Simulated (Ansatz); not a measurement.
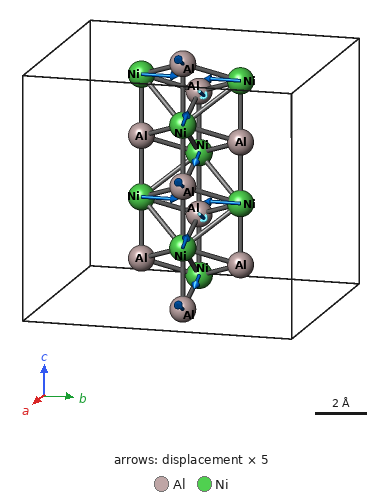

This is a relaxation of a wire of composition AlNi. The starting structure is drawn; blue arrows show the displacements (the part carried along by the change of the cell is left out), 5 times their true length.

The picture is a ball-and-stick view of the 2 repeat of the cell, with the vacuum cut short, seen slightly off an axis.

Case: wire along [1 1 1], 8 atoms a period.

These are results of DFT PBE, scalar-relativistic, plane waves, PAW in Ansatz, not measurements. (plane-wave cutoff 420 eV; k-point mesh 1 × 1 × 11; occupations gaussian; smearing width 0.05 eV; no spin polarisation; cell relaxed at fixed a, b, alpha, beta, gamma; force threshold 0.02 eV/Å; at most 45 steps)

Question: Which element moves most?

Answer: Nickel: up to 0.31 Å, against 0.21 Å for aluminium.

Question: Describe the change and its energy.

Answer: The energy falls by 0.818 eV per cell of the calculation in 4 accepted moves (5 points after the start). Largest force component: 1.3 eV/Å at the start, 0.008 eV/Å at the end. The SCF was repeated once at an unchanged geometry on a basis and grid sized afresh for the cell, which shifted the energy by 2.0 meV per cell of the calculation at most. The largest moves relative to the layer's centre, 0.31 Å, are those of Ni atoms. By element the largest moves are Ni 0.31 Å, Al 0.21 Å. Along the periodic axis the drawn cell goes c 10.022 → 9.459 Å (−5.6 %). Among the contacts that change: Ni–Ni 2.893 → 2.513 Å, Ni–Ni 2.893 → 2.691 Å, Al–Ni 2.505 → 2.379 Å, Al–Ni 2.505 → 2.400 Å. Bond angles that change, for instance: Ni–Al–Ni 180.0° → 163.7°, Al–Ni–Al 70.5° → 86.1°, Ni–Al–Ni 109.5° → 93.9°. The run took 21 s on 4 threads of Intel(R) Xeon(R) 6975P-C (Granite Rapids), on a shared host, peak memory 1.3 GiB.

Limits of the set-up: the k-point mesh is coarse for a cell with partly filled bands.
